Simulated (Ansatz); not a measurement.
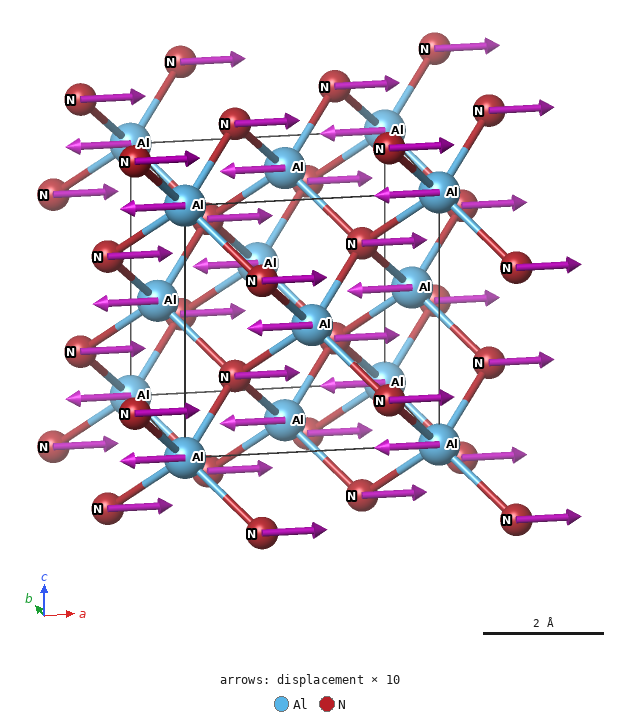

A symmetric starting cell of AlN. The purple arrows show how the atoms are displaced, magnified 10 times. Style: ball-and-stick. Shown: the conventional cell (4 times the calculation's cell), slightly off an axis. Lengths and directions refer to the drawn axes.

The calculation used DFT PBEsol, scalar-relativistic, plane waves, PAW (Ansatz 0.2.0). (plane-wave cutoff 420 eV; k-point mesh 10 × 10 × 10; occupations gaussian; smearing width 0.02 eV; no spin polarisation)

Question: Describe the change and its computed effect.

Answer: Atoms are displaced by 0.11 Å: Al 0.11 Å along −a, N 0.11 Å along +a. No relaxation follows. The starting cell wasn't computed here and needn't be at equilibrium, so pressure and forces aren't due to the change alone. The pressure is 7.4 GPa (not all of it need come from the change, since the unchanged cell can be under pressure at this level too). The principal stresses (compression positive) are 27.8 GPa along [0 1 −1], 0.8 GPa along a, −6.3 GPa along [0 1 1]. The largest forces, 3.1 eV/Å, act on Al and N; on the N atom it points along −a. The forces point straight back along the displacements (cosine −1.00). Some distances before and after: Al–N 1.891 → 1.771 to 2.030 Å. The space group (tolerance 0.01 Å) goes from F-43m (No. 216) to Imm2 (No. 44).
